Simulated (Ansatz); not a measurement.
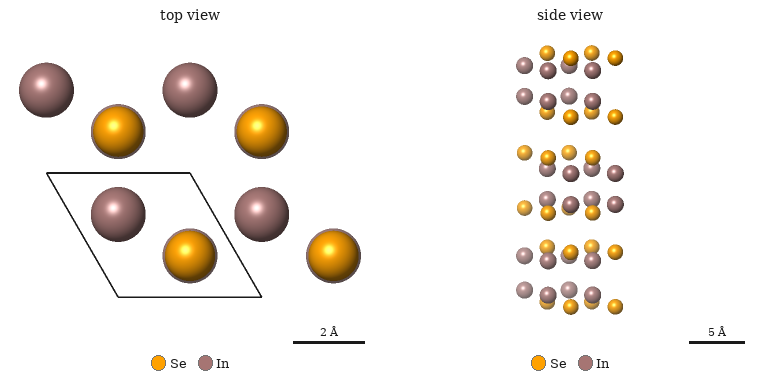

InSe(001) (P6_3/mmc bulk, 12 atomic planes (those closer than 0.6 Å count as one), 23 Å, Se-terminated), seen from above and from the side.

All numbers here come from DFT PBE, scalar-relativistic, plane waves, PAW in Ansatz 0.2.0. Cutoff 420 eV, 15 × 15 k-points, Gaussian smearing 0.05 eV, dipole correction. The slab is a cut without reconstruction beyond its cell, at the source's lattice constants, with its lower half held fixed and the rest relaxed. No spin polarisation. Spin–orbit coupling is left out; with In it can shift levels and gaps. The run couldn't confirm all of its levels under its output density. The run warns that the functional's potential is rough in the thin density of the vacuum, where the tip is; weak contrasts and barriers may feel it.

Tersoff–Hamann simulation (s-wave tip); biases are sample biases. Zero bias is put in the middle of the gap by convention. Bias windows are sharp sums over the levels of the k mesh.

Input

```yaml
crystal:
  lattice:
    - [4.04999875, 0.0, 0.0]
    - [-2.02499938, 3.5074018, 0.0]
    - [0.0, 0.0, 38.941279648]
  atoms:
    - { symbol: Se, position: [0.6666666669, 0.3333333339, 0.2182773673] }
    - { symbol: In, position: [0.3333333339, 0.6666666669, 0.2421890073] }
    - { symbol: In, position: [0.3333333339, 0.6666666669, 0.323053841] }
    - { symbol: Se, position: [0.6666666669, 0.3333333339, 0.3469654811] }
    - { symbol: Se, position: [0.3333333339, 0.6666666669, 0.4356559431] }
    - { symbol: In, position: [0.6666666669, 0.3333333339, 0.4595675832] }
    - { symbol: In, position: [0.6666666669, 0.3333333339, 0.5325499503] }
    - { symbol: Se, position: [0.3333333339, 0.6666666669, 0.5657526887] }
    - { symbol: Se, position: [0.6666666669, 0.3333333339, 0.6655746655] }
    - { symbol: In, position: [0.3333333339, 0.6666666669, 0.6987783311] }
    - { symbol: In, position: [0.3333333339, 0.6666666669, 0.7712695839] }
    - { symbol: Se, position: [0.6666666669, 0.3333333339, 0.8044828988] }
basis:
  ecutwfc: 420.0
  fft_grid_basis: typed
kpoints:
  mp_grid: { grid: [15, 15, 1] }
hamiltonian:
  xc: pbe
scf:
  occupations: { method: gaussian, width: 0.05 }
output:
  forces: true
  eigenvalues: true
  band_densities:
    - { e_range: [-2.2, -1.4] }
    - { e_range: [-1.4, -0.8] }
    - { e_range: [-0.8, -0.45] }
    - { e_range: [-0.45, 0.0] }
    - { e_range: [0.0, 0.4] }
    - { e_range: [0.4, 0.75] }
    - { e_range: [0.75, 1.35] }
    - { e_range: [1.35, 1.95] }
  band_residual_tolerance: 1.0e-05
  write_potential: true
  elf: true
  write_density: true
  volumetric_format: npy
efield:
  axis: 3
  dipole_correction: true
  ramp_width: 0.04
checkpoint:
  read: start.run
  write: ck
  compress: false
  write_wavefunctions: false
  write_every: 100000
```

Launched as:

```sh
ansatz run input.yaml --threads 2 --pin off --max-ram 4423MiB --backend cpu --events-out ev --progress --plain --runs-dir out
```

Run time of this step alone (it restarts from the relaxed density): 55 s on 2 threads of Intel(R) Xeon(R) 6975P-C (Granite Rapids), with other jobs on the host, peak memory 1.7 GiB.

**Predict the constant-height image 3.5 Å above the topmost atom at −1.40 V.**

The brightest spots lie over the top Se atoms; the darkest points are over the In atoms 1.3 Å below the top plane. The brightest point carries 3.3 times the current of the darkest.

**Predict the constant-height image 4.0 Å above the topmost atom at +1.95 V.**

The brightest spots lie over the top Se atoms; the darkest points are over the In atoms 1.3 Å below the top plane. The brightest point carries 1.5 times the current of the darkest.

The computed images, with the atoms seen from above drawn over one corner (deeper ones smaller):

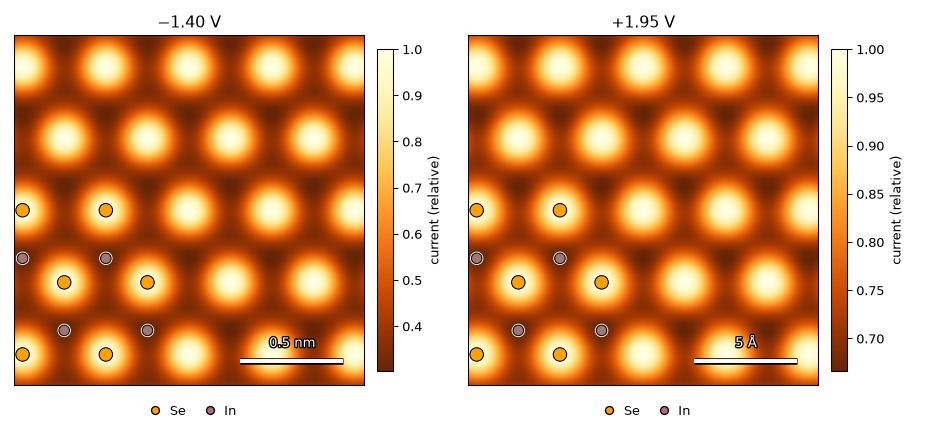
